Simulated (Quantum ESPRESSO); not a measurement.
## Geometry relaxation, with input and output: TiAl3 (part 2 of 3)

TiAl3 (4 atoms in the cell); Kohn-Sham DFT of a periodic cell, LDA with rVV10, JTH 2.0 LDA, no spin polarisation (Quantum ESPRESSO 7.5); cutoff 489.81 eV, 6×4×4 k-mesh, cold smearing of 0.2 eV. The structure derives from a Materials Project entry.

Geometry of the input (Å; fractional positions):
```
2.8397  0.0000  0.0000
0.0000  4.6813  0.0000
0.0000  0.0000  4.9007
Ti 0.9795  0.4679  0.1368
Al 0.5363  0.4889  0.6629
Al 0.5081  0.0210  0.3312
Al 0.9761  0.0222  0.8691
```

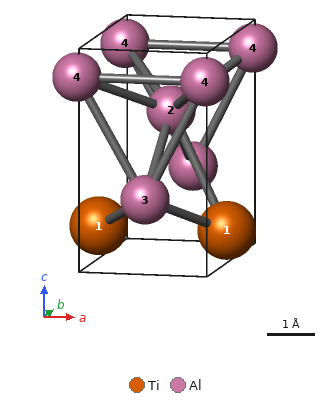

**Figure 1.** The starting structure (ball-and-stick view of the cell of the calculation, seen slightly off an axis; atoms are numbered from 1 in the order of the input). An atom can appear more than once, as a periodic image.

## What the program printed, continued
```
   -46.6725 -23.3321 -23.3281 -23.3100   2.5435   3.5747   5.3061   6.9723
     7.8055   8.3914   9.3292   9.7361  10.5310  10.8138  12.1344  12.2196
    13.5024

          k = 0.3333-0.3033-0.2897 (  1604 PWs)   bands (ev):

   -46.6725 -23.3320 -23.3288 -23.3100   3.3773   3.8223   3.8794   6.4785
     8.3740   8.4233   8.9062   9.8553  10.0040  11.1390  12.3640  12.4437
    14.6907

          k =-0.5000 0.0000 0.0000 (  1618 PWs)   bands (ev):

   -46.6584 -23.4436 -23.3138 -23.2937   3.5124   3.5709   7.0062   7.1971
     7.4331   9.4627   9.7191   9.9586  10.6059  10.7112  11.3229  11.8158
    12.4881

          k =-0.5000 0.0000 0.1449 (  1602 PWs)   bands (ev):

   -46.6584 -23.4434 -23.3144 -23.2936   3.7107   3.9513   6.3139   6.5463
     7.6161   9.2331   9.3710   9.4043  11.0084  11.0533  11.5497  12.0109
    13.2465

          k =-0.5000 0.0000-0.2897 (  1620 PWs)   bands (ev):

   -46.6584 -23.4432 -23.3149 -23.2936   3.9911   4.8279   5.3090   5.6920
     7.8526   8.9719   9.0514   9.7212  10.3985  11.0882  12.3678  12.8339
    13.2581

          k =-0.5000 0.1517 0.0000 (  1616 PWs)   bands (ev):

   -46.6584 -23.4434 -23.3137 -23.2949   3.7565   3.9891   6.5710   6.7597
     7.2404   9.1096   9.2173   9.2947  10.4740  11.4105  11.7071  11.7465
    13.0798

          k =-0.5000 0.1517 0.1449 (  1612 PWs)   bands (ev):

   -46.6584 -23.4432 -23.3143 -23.2948   3.9996   4.3555   6.0600   6.7087
     7.5539   7.7531   8.2858  10.1373  10.5220  10.9607  11.9777  12.4835
    13.7609

          k =-0.5000 0.1517-0.2897 (  1592 PWs)   bands (ev):

   -46.6584 -23.4430 -23.3148 -23.2948   4.3793   5.1675   5.5448   5.7207
     7.3254   7.7811   8.1873   9.6569  10.7972  11.2170  11.2887  12.0589
    14.2570

          k =-0.5000-0.3033 0.0000 (  1620 PWs)   bands (ev):

   -46.6584 -23.4431 -23.3137 -23.2961   4.1163   4.9225   5.5220   5.8492
     7.4757   8.7138   8.8318   9.9098  10.2871  10.4546  12.5825  12.9328
    13.0170

          k =-0.5000-0.3033 0.1449 (  1604 PWs)   bands (ev):

   -46.6584 -23.4429 -23.3142 -23.2960   4.4685   5.2277   5.6111   5.8871
     7.2051   7.6097   7.9417   9.7803  10.6124  10.9801  11.3928  12.2159
    14.1508

          k =-0.5000-0.3033-0.2897 (  1592 PWs)   bands (ev):

   -46.6584 -23.4427 -23.3147 -23.2959   5.3629   5.4334   5.6972   5.9503
     6.3769   6.4380   8.4228   8.9445  10.1696  11.2017  11.4760  11.6591
    14.4346

          k = 0.0000-0.1517 0.1449 (  1596 PWs)   bands (ev):

   -46.7145 -23.3703 -23.3499 -22.9899  -0.1598   2.7310   3.4840   6.5520
     7.8064   8.7715   9.0652  11.1350  11.4168  11.4750  12.0076  14.0939
    14.9841

          k =-0.1667 0.0000 0.1449 (  1596 PWs)   bands (ev):

   -46.7006 -23.3565 -23.3345 -23.1057  -0.0541   3.0119   6.1675   6.2944
     8.2373   8.3829   8.8327  10.6342  10.9147  11.3195  12.3952  12.6669
    13.2811

          k =-0.1667 0.1517 0.0000 (  1595 PWs)   bands (ev):

   -46.7006 -23.3553 -23.3363 -23.1057  -0.0174   3.2909   5.8047   5.8941
     8.0390   8.7574   8.7675  10.6685  10.9987  11.5274  12.2223  12.8563
    13.1957

          k =-0.1667-0.1517 0.1449 (  1607 PWs)   bands (ev):

   -46.7006 -23.3564 -23.3362 -23.1057   0.3405   3.1748   3.9859   6.9363
     8.1068   8.9732   9.2844  10.6307  10.9307  11.4800  12.1287  13.2367
    14.6425

          k =-0.1667 0.1517-0.1449 (  1607 PWs)   bands (ev):

   -46.7006 -23.3564 -23.3362 -23.1057   0.3405   3.1748   3.9860   6.9364
     8.1070   8.9731   9.2842  10.6305  10.9307  11.4800  12.1284  13.2375
    14.6431

          k = 0.1667-0.1517-0.1449 (  1607 PWs)   bands (ev):

   -46.7006 -23.3564 -23.3362 -23.1057   0.3405   3.1746   3.9862   6.9362
     8.1069   8.9733   9.2852  10.6293  10.9307  11.4799  12.1281  13.2380
    14.6411

          k =-0.1667 0.1517 0.2897 (  1608 PWs)   bands (ev):

   -46.7006 -23.3574 -23.3361 -23.1056   1.0603   2.0104   4.1932   6.0595
     8.8708   9.3029   9.4891  10.2782  10.9876  11.6799  13.4187  13.8789
    14.0972

          k =-0.1667 0.3033 0.1449 (  1602 PWs)   bands (ev):

   -46.7005 -23.3562 -23.3379 -23.1056   1.1390   2.1495   3.9838   5.9791
     8.8682   8.8827   9.3902  10.3528  10.8376  11.8767  13.6299  14.0336
    14.5017

          k =-0.3333 0.0000 0.1449 (  1612 PWs)   bands (ev):

   -46.6725 -23.3325 -23.3283 -23.3073   1.4385   4.3646   6.9585   7.1467
     7.4701   8.4349   8.6108  10.1492  10.8340  11.5339  11.7475  12.7079
    12.7582

          k =-0.3333 0.1517 0.0000 (  1610 PWs)   bands (ev):

   -46.6725 -23.3325 -23.3276 -23.3087   1.4756   4.6403   6.7685   6.9342
     7.2405   8.4111   8.5512  10.3391  10.9177  11.5518  12.0977  12.3950
    12.8628

          k =-0.3333-0.1517 0.1449 (  1611 PWs)   bands (ev):

   -46.6725 -23.3323 -23.3282 -23.3086   1.8115   4.4529   5.4264   7.1378
     7.7676   8.2402   9.4986  10.0552  10.4394  11.6382  11.9558  12.3063
    12.6983

          k =-0.3333 0.1517-0.1449 (  1611 PWs)   bands (ev):

   -46.6725 -23.3323 -23.3282 -23.3086   1.8115   4.4528   5.4264   7.1378
     7.7680   8.2406   9.4974  10.0541  10.4404  11.6378  11.9564  12.3080
    12.6988

          k = 0.3333-0.1517-0.1449 (  1611 PWs)   bands (ev):

   -46.6725 -23.3323 -23.3282 -23.3086   1.8115   4.4526   5.4266   7.1383
     7.7670   8.2403   9.5000  10.0541  10.4393  11.6394  11.9543  12.3055
    12.6975

          k =-0.3333 0.1517 0.2897 (  1616 PWs)   bands (ev):

   -46.6725 -23.3322 -23.3289 -23.3086   2.4659   3.4375   5.5015   7.1379
     7.7921   8.1579   9.4843   9.7129  10.6918  11.2672  11.9245  12.2220
    13.6360

          k =-0.3333 0.3033 0.1449 (  1598 PWs)   bands (ev):

   -46.6725 -23.3321 -23.3281 -23.3100   2.5436   3.5747   5.3060   6.9723
     7.8054   8.3915   9.3312   9.7362  10.5310  10.8109  12.1321  12.2196
    13.5075

          k = 0.5000-0.1517 0.1449 (  1612 PWs)   bands (ev):

   -46.6584 -23.4432 -23.3143 -23.2948   3.9995   4.3555   6.0607   6.7089
     7.5525   7.7530   8.2859  10.1351  10.5235  10.9624  11.9779  12.4840
    13.7621

     the Fermi energy is     9.2248 ev

!    total energy              =    -292.85182136 Ry
     total all-electron energy =      -292.851821 Ry
     estimated scf accuracy    <          6.9E-12 Ry
     smearing contrib. (-TS)   =       0.00026531 Ry
     internal energy E=F+TS    =    -292.85208667 Ry

     The total energy is F=E-TS. E is the sum of the following terms:
     one-electron contribution =     -67.07430206 Ry
     hartree contribution      =      40.41615708 Ry
     xc contribution           =     -21.88346463 Ry
     ewald contribution        =     -81.40215700 Ry
     one-center paw contrib.   =    -162.90832006 Ry

     convergence has been achieved in   7 iterations

     negative rho (up, down):  3.680E-03 0.000E+00

     Forces acting on atoms (cartesian axes, Ry/au):

     atom    1 type  1   force =     0.00017295    0.00040309   -0.00024132
     atom    2 type  2   force =    -0.00007022    0.00009768    0.00017827
     atom    3 type  2   force =    -0.00024935   -0.00032822   -0.00034351
     atom    4 type  2   force =     0.00014662   -0.00017254    0.00040656

     Total force =     0.000895     Total SCF correction =     0.000012
     Energy error            =      2.0E-06 Ry
     Gradient error          =      4.1E-04 Ry/Bohr

     number of scf cycles    =  19
     number of bfgs steps    =  18

     energy             old  =    -292.8518193531 Ry
     energy             new  =    -292.8518213622 Ry

     CASE: energy            _new < energy            _old

     new trust radius        =       0.0030165735 bohr
     new conv_thr            =            8.0E-12 Ry

ATOMIC_POSITIONS (angstrom)
Ti               2.8392825709        2.3396656783        0.8014844053
Al               1.4198463142        2.3408012283        3.2608301613
Al               1.4208484338        0.0003862301        1.6179330534
Al               2.8390536812        0.0004108633        4.1212314792

     NEW-OLD atomic charge density approx. for the potential

     Check: negative core charge=   -0.000022

     negative rho (up, down):  3.680E-03 0.000E+00

     Self-consistent Calculation

     iteration #  1     ecut=    36.00 Ry     beta= 0.50
     Davidson diagonalization with overlap
     ethr =  1.00E-06,  avg # of iterations =  3.1

     Threshold (ethr) on eigenvalues was too large:
     Diagonalizing with lowered threshold

     Davidson diagonalization with overlap
     ethr =  5.41E-09,  avg # of iterations =  3.6

     negative rho (up, down):  3.680E-03 0.000E+00

     total energy              =    -292.85182243 Ry
     estimated scf accuracy    <       0.00000121 Ry

     iteration #  2     ecut=    36.00 Ry     beta= 0.50
     Davidson diagonalization with overlap
     ethr =  5.77E-09,  avg # of iterations =  2.6

     negative rho (up, down):  3.680E-03 0.000E+00

     total energy              =    -292.85182229 Ry
     estimated scf accuracy    <       0.00000312 Ry

     iteration #  3     ecut=    36.00 Ry     beta= 0.50
     Davidson diagonalization with overlap
     ethr =  5.77E-09,  avg # of iterations =  2.6

     negative rho (up, down):  3.680E-03 0.000E+00

     total energy              =    -292.85182274 Ry
     estimated scf accuracy    <       0.00000041 Ry

     iteration #  4     ecut=    36.00 Ry     beta= 0.50
     Davidson diagonalization with overlap
     ethr =  1.94E-09,  avg # of iterations =  1.1

     negative rho (up, down):  3.680E-03 0.000E+00

     total energy              =    -292.85182277 Ry
     estimated scf accuracy    <          6.6E-09 Ry

     iteration #  5     ecut=    36.00 Ry     beta= 0.50
     Davidson diagonalization with overlap
     ethr =  3.16E-11,  avg # of iterations =  4.0

     negative rho (up, down):  3.680E-03 0.000E+00

     total energy              =    -292.85182277 Ry
     estimated scf accuracy    <          1.4E-09 Ry

     iteration #  6     ecut=    36.00 Ry     beta= 0.50
     Davidson diagonalization with overlap
     ethr =  6.44E-12,  avg # of iterations =  2.0

     negative rho (up, down):  3.680E-03 0.000E+00

     total energy              =    -292.85182277 Ry
     estimated scf accuracy    <          2.7E-10 Ry

     iteration #  7     ecut=    36.00 Ry     beta= 0.50
     Davidson diagonalization with overlap
     ethr =  1.29E-12,  avg # of iterations =  1.9

     negative rho (up, down):  3.680E-03 0.000E+00

     End of self-consistent calculation

          k = 0.0000 0.0000 0.0000 (  1587 PWs)   bands (ev):

   -46.7141 -23.3689 -23.3477 -22.9895  -0.9367   4.0535   5.3589   5.7372
     6.5570   8.3731   8.7823  11.4643  11.5486  11.8584  11.9892  12.2118
    15.1804

          k = 0.0000 0.0000 0.1449 (  1598 PWs)   bands (ev):

   -46.7141 -23.3701 -23.3477 -22.9895  -0.5614   2.5386   5.7751   5.8121
     8.0039   8.2581   8.4995  11.0671  11.4068  11.5548  11.6579  12.8473
    16.4037

          k = 0.0000 0.0000-0.2897 (  1614 PWs)   bands (ev):

   -46.7141 -23.3713 -23.3476 -22.9895   0.2090   1.1378   5.8158   6.9103
     7.0551   8.1409   8.8679  11.3525  11.4303  11.5611  12.4181  13.1820
    14.4681

          k = 0.0000 0.1517 0.0000 (  1599 PWs)   bands (ev):

   -46.7141 -23.3687 -23.3496 -22.9895  -0.5248   2.8205   5.3222   5.5114
     7.8558   8.3587   8.6588  11.2059  11.4627  11.4708  11.8568  12.6800
    16.2039

          k = 0.0000 0.1517 0.1449 (  1596 PWs)   bands (ev):

   -46.7141 -23.3699 -23.3495 -22.9895  -0.1593   2.7297   3.4852   6.5515
     7.8059   8.7714   9.0660  11.1342  11.4171  11.4750  12.0091  14.0928
    14.9844

          k = 0.0000 0.1517-0.2897 (  1602 PWs)   bands (ev):

   -46.7140 -23.3711 -23.3495 -22.9895   0.5850   1.5145   3.7429   5.5792
     8.7531   8.9384   9.2314  11.3679  11.4211  11.4851  13.5034  13.8798
    14.5585

          k = 0.0000-0.3033 0.0000 (  1600 PWs)   bands (ev):

   -46.7141 -23.3686 -23.3515 -22.9895   0.3225   1.3196   5.6798   6.0419
     7.1848   7.6892   9.0068  11.3842  11.4757  11.8013  12.2607  13.8502
    15.4940

          k = 0.0000-0.3033 0.1449 (  1602 PWs)   bands (ev):

   -46.7140 -23.3697 -23.3514 -22.9895   0.6629   1.6566   3.5298   5.5175
     8.5413   8.6770   9.0484  11.3986  11.4287  11.7612  13.5640  14.5688
    14.9054

          k = 0.0000-0.3033-0.2897 (  1592 PWs)   bands (ev):

   -46.7140 -23.3709 -23.3513 -22.9895   1.4219   2.0980   2.1684   4.3915
     8.9915   9.1111   9.9012  11.3836  11.4132  12.8410  14.1288  14.3782
    15.5901

          k = 0.1667 0.0000 0.0000 (  1592 PWs)   bands (ev):

   -46.7002 -23.3551 -23.3342 -23.1054  -0.4202   4.5170   5.7046   6.0917
     7.1398   8.6630   8.8897  10.5069  10.5917  12.0420  12.2979  13.1522
    13.3183

          k = 0.1667 0.0000 0.1449 (  1596 PWs)   bands (ev):

   -46.7001 -23.3561 -23.3341 -23.1053  -0.0536   3.0107   6.1684   6.2946
     8.2385   8.3819   8.8325  10.6343  10.9156  11.3200  12.3947  12.6677
    13.2797

          k = 0.1667 0.0000-0.2897 (  1610 PWs)   bands (ev):

   -46.7001 -23.3572 -23.3340 -23.1053   0.6853   1.6543   6.2575   7.3377
     7.4872   8.1273   9.2597  10.1516  11.4916  11.6129  12.6431  13.0151
    14.1208

          k = 0.1667 0.1517 0.0000 (  1595 PWs)   bands (ev):

   -46.7001 -23.3550 -23.3359 -23.1053  -0.0170   3.2908   5.8043   5.8941
     8.0387   8.7570   8.7677  10.6687  10.9992  11.5275  12.2225  12.8564
    13.1969

          k = 0.1667 0.1517 0.1449 (  1607 PWs)   bands (ev):

   -46.7001 -23.3560 -23.3358 -23.1052   0.3410   3.1735   3.9871   6.9359
     8.1062   8.9734   9.2852  10.6297  10.9305  11.4799  12.1293  13.2391
    14.6412

          k = 0.1667 0.1517-0.2897 (  1608 PWs)   bands (ev):

   -46.7001 -23.3570 -23.3357 -23.1052   1.0620   2.0082   4.1946   6.0586
     8.8699   9.3031   9.4895  10.2786  10.9876  11.6812  13.4203  13.8774
    14.0966

          k = 0.1667-0.3033 0.0000 (  1592 PWs)   bands (ev):

   -46.7001 -23.3548 -23.3376 -23.1052   0.7981   1.8368   6.1316   6.4603
     7.4008   8.0262   9.3477  10.2505  11.4552  11.7960  12.3626  13.5228
    14.3068

          k = 0.1667-0.3033 0.1449 (  1602 PWs)   bands (ev):

   -46.7001 -23.3558 -23.3375 -23.1052   1.1393   2.1502   3.9832   5.9788
     8.8679   8.8822   9.3896  10.3525  10.8380  11.8772  13.6315  14.0342
    14.5020

          k = 0.1667-0.3033-0.2897 (  1604 PWs)   bands (ev):

   -46.7001 -23.3568 -23.3374 -23.1051   1.9149   2.5384   2.6080   4.9602
     9.3138   9.4534  10.0057  10.3863  10.4920  13.2993  13.6284  14.1384
    14.3775

          k = 0.3333 0.0000 0.0000 (  1606 PWs)   bands (ev):

   -46.6721 -23.3322 -23.3273 -23.3069   1.0992   5.8363   6.5169   6.7184
     6.9509   8.6565   9.2989   9.9214  10.0923  11.3973  11.5832  13.5893
    13.6735

          k = 0.3333 0.0000 0.1449 (  1612 PWs)   bands (ev):

   -46.6721 -23.3321 -23.3280 -23.3069   1.4390   4.3633   6.9591   7.1472
     7.4701   8.4356   8.6104  10.1483  10.8347  11.5330  11.7485  12.7072
    12.7585

          k = 0.3333 0.0000-0.2897 (  1622 PWs)   bands (ev):

   -46.6721 -23.3320 -23.3286 -23.3068   2.0893   3.1505   7.3562   7.5300
     7.9441   7.9868   8.4291   9.3367  11.1663  11.3777  11.9915  12.1708
    13.2974

          k = 0.3333 0.1517 0.0000 (  1610 PWs)   bands (ev):

   -46.6721 -23.3320 -23.3272 -23.3083   1.4759   4.6402   6.7687   6.9337
     7.2405   8.4112   8.5510  10.3388  10.9182  11.5516  12.0977  12.3958
    12.8634

          k = 0.3333 0.1517 0.1449 (  1611 PWs)   bands (ev):

   -46.6720 -23.3319 -23.3278 -23.3082   1.8120   4.4516   5.4275   7.1386
     7.7668   8.2399   9.4995  10.0537  10.4403  11.6383  11.9544  12.3074
    12.6985

          k = 0.3333 0.1517-0.2897 (  1616 PWs)   bands (ev):

   -46.6720 -23.3318 -23.3285 -23.3082   2.4675   3.4352   5.5029   7.1372
     7.7935   8.1561   9.4849   9.7131  10.6912  11.2681  11.9254  12.2211
    13.6373

          k = 0.3333-0.3033 0.0000 (  1582 PWs)   bands (ev):

   -46.6720 -23.3318 -23.3271 -23.3097   2.2007   3.3373   7.3454   7.4307
     7.5516   7.6707   8.3450   9.5154  10.9531  11.8445  11.8777  12.0741
    13.0391

          k = 0.3333-0.3033 0.1449 (  1598 PWs)   bands (ev):

   -46.6720 -23.3317 -23.3277 -23.3096   2.5437   3.5754   5.3057   6.9723
     7.8049   8.3913   9.3308   9.7348  10.5317  10.8125  12.1338  12.2206
    13.5031

          k = 0.3333-0.3033-0.2897 (  1604 PWs)   bands (ev):

   -46.6720 -23.3316 -23.3284 -23.3095   3.3791   3.8204   3.8803   6.4778
     8.3725   8.4237   8.9081   9.8549  10.0038  11.1395  12.3652  12.4424
    14.6886

          k =-0.5000 0.0000 0.0000 (  1618 PWs)   bands (ev):

   -46.6580 -23.4432 -23.3134 -23.2932   3.5129   3.5710   7.0060   7.1957
     7.4331   9.4602   9.7175   9.9600  10.6082  10.7126  11.3232  11.8176
    12.4892

          k =-0.5000 0.0000 0.1449 (  1602 PWs)   bands (ev):

   -46.6580 -23.4430 -23.3140 -23.2932   3.7115   3.9515   6.3126   6.5452
     7.6161   9.2328   9.3718   9.4051  11.0074  11.0547  11.5504  12.0121
    13.2472

          k =-0.5000 0.0000-0.2897 (  1620 PWs)   bands (ev):

   -46.6580 -23.4428 -23.3145 -23.2932   3.9925   4.8293   5.3070   5.6898
     7.8525   8.9718   9.0530   9.7212  10.3996  11.0900  12.3662  12.8327
    13.2584

          k =-0.5000 0.1517 0.0000 (  1616 PWs)   bands (ev):

   -46.6580 -23.4429 -23.3134 -23.2944   3.7568   3.9893   6.5713   6.7593
     7.2398   9.1089   9.2177   9.2964  10.4720  11.4114  11.7060  11.7465
    13.0804

          k =-0.5000 0.1517 0.1449 (  1612 PWs)   bands (ev):

   -46.6579 -23.4427 -23.3139 -23.2944   4.0001   4.3558   6.0593   6.7078
     7.5542   7.7536   8.2863  10.1367  10.5226  10.9603  11.9772  12.4840
    13.7603

          k =-0.5000 0.1517-0.2897 (  1592 PWs)   bands (ev):

   -46.6579 -23.4425 -23.3144 -23.2943   4.3806   5.1691   5.5426   5.7185
     7.3276   7.7818   8.1864   9.6573  10.7959  11.2182  11.2893  12.0575
    14.2570

          k =-0.5000-0.3033 0.0000 (  1620 PWs)   bands (ev):

   -46.6579 -23.4427 -23.3133 -23.2956   4.1162   4.9225   5.5226   5.8499
     7.4751   8.7156   8.8318   9.9085  10.2856  10.4537  12.5828  12.9307
    13.0177

          k =-0.5000-0.3033 0.1449 (  1604 PWs)   bands (ev):

   -46.6579 -23.4425 -23.3138 -23.2956   4.4683   5.2278   5.6117   5.8877
     7.2060   7.6091   7.9411   9.7789  10.6130  10.9799  11.3924  12.2165
    14.1492

          k =-0.5000-0.3033-0.2897 (  1592 PWs)   bands (ev):

   -46.6579 -23.4423 -23.3143 -23.2955   5.3602   5.4340   5.7004   5.9526
     6.3740   6.4388   8.4220   8.9440  10.1693  11.2020  11.4770  11.6583
    14.4348

          k = 0.0000-0.1517 0.1449 (  1596 PWs)   bands (ev):

   -46.7141 -23.3699 -23.3495 -22.9895  -0.1593   2.7297   3.4852   6.5517
     7.8056   8.7715   9.0655  11.1353  11.4170  11.4751  12.0088  14.0938
    14.9833

          k =-0.1667 0.0000 0.1449 (  1596 PWs)   bands (ev):
```
